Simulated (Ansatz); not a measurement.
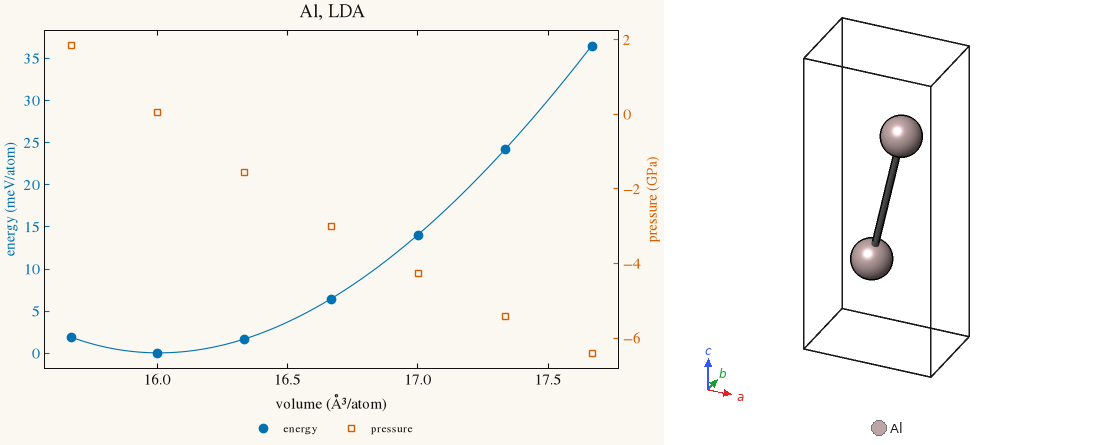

Energy and pressure against volume for Al, space group P6_3/mmc (No. 194). The conventional cell is drawn beside the plot.

A third-order Birch–Murnaghan fit gives V0 = 16.01 Å³/atom, B0 = 81.3 GPa and B′ = 4.5. The energy is 1.90 meV/atom at volume 15.67 Å³/atom and 36.46 meV/atom at 17.67 Å³/atom; the lowest computed point is at volume 16.00 Å³/atom (0.00 meV/atom). The pressure falls from 1.83 GPa at volume 15.67 Å³/atom to −6.41 GPa at 17.67 Å³/atom, and changes sign near 16.01 Å³/atom.

Computed with Ansatz 0.2.0: all-electron LAPW DFT, no spin polarisation; energies at scaled volumes of the given cell, shape and fractions fixed, counted from the fit's minimum, third-order Birch-Murnaghan fit. Level: LDA.

```tsv
setting	value
k mesh	11×11×6
occupations	Fermi–Dirac
smearing width	0.05 eV
potentials	all electron LAPW, scalar relativistic
program settings	basis error eV/atom 0.001
```

Cell as given: a = 2.812 Å, b = 2.812 Å, c = 4.867 Å, α = 90.00°, β = 90.00°, γ = 120.00°; 2 atoms.

Limits of the calculation: shape and atomic fractions are frozen while scaling, which makes layered, chain and framework solids too stiff.
